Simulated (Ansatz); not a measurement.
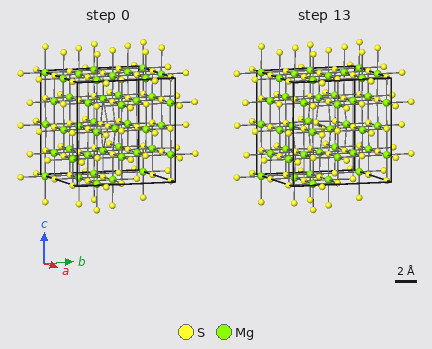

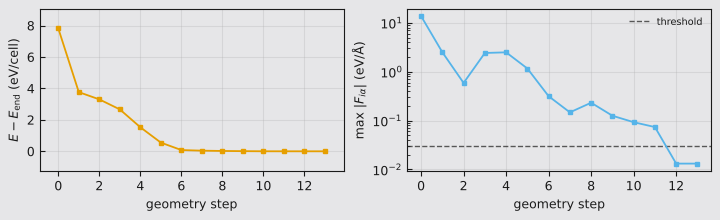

First and last geometry of a relaxation of a defect cell of composition S33Mg32 (cell charge +1), with the history of the run. Style: ball-and-stick. Shown: the cell of the calculation (origin shifted), slightly off an axis.

These are results of DFT, PBEsol, PAW, plane waves (Ansatz), not measurements. Settings: plane-wave cutoff 420 eV; k-point mesh 1 × 1 × 1; mesh shifted by (0.25, 0.25, 0.25); collinear spin; atoms relaxed in a fixed cell; force threshold 0.03 eV/Å; at most 80 steps.

Q: What do the curves and the structures tell?

A: It converged. The largest move is that of an S atom, 0.93 Å along [−2 −2 1]. By element the largest moves are S 0.93 Å, Mg 0.50 Å. The lattice vectors keep their values. Near-neighbour distances that change, for instance: S–S 2.908 → 3.764 Å, Mg–S 2.711 → 3.536 Å, Mg–S 2.853 → 3.539 Å, S–S 2.925 → 3.553 Å. Among the angles between lasting bonds that change: S–S–Mg 178.8° → 111.8°, S–S–Mg 63.9° → 108.0°, S–S–Mg 73.0° → 108.1°. After 13 geometry steps the energy has fallen by 7.820 eV per cell of the calculation. The largest force component goes from 14 to 0.013 eV/Å. The run took 20 s on 1 × NVIDIA GB300 Max-Q with 8 threads of Arm Neoverse-V2, peak memory 1.9 GiB.

Limits of the set-up: the cell is charged, on a uniform background, and energies carry no finite-size correction.
